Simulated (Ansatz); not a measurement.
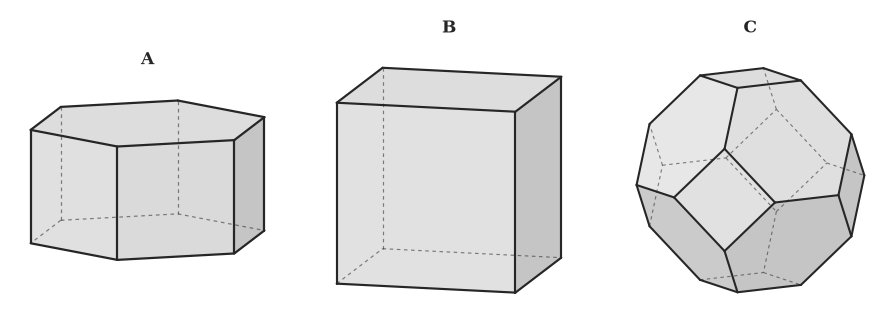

First Brillouin zones computed for the structures below (computed or model cells, partly hypothetical), each scaled to its frame and seen from the same direction (third Cartesian axis up).

Q: Match each zone to its crystal.
1. Pt, Pm-3n (No. 223), a = 5.17 Å, b = 5.17 Å, c = 5.17 Å, α = 90.00°, β = 90.00°, γ = 90.00°
2. Ru, No. 194, P6₃/mmc, a = 2.73 Å, b = 2.73 Å, c = 4.30 Å, α = 90.00°, β = 90.00°, γ = 120.00°
3. Co, Fd-3m (No. 227, origin choice 1), a = 5.03 Å, b = 5.03 Å, c = 5.03 Å, α = 90.00°, β = 90.00°, γ = 90.00°

A: A is 2 (primitive hexagonal, a hexagonal prism); B is 1 (simple cubic, a parallelepiped); C is 3 (face-centred cubic, a truncated octahedron).
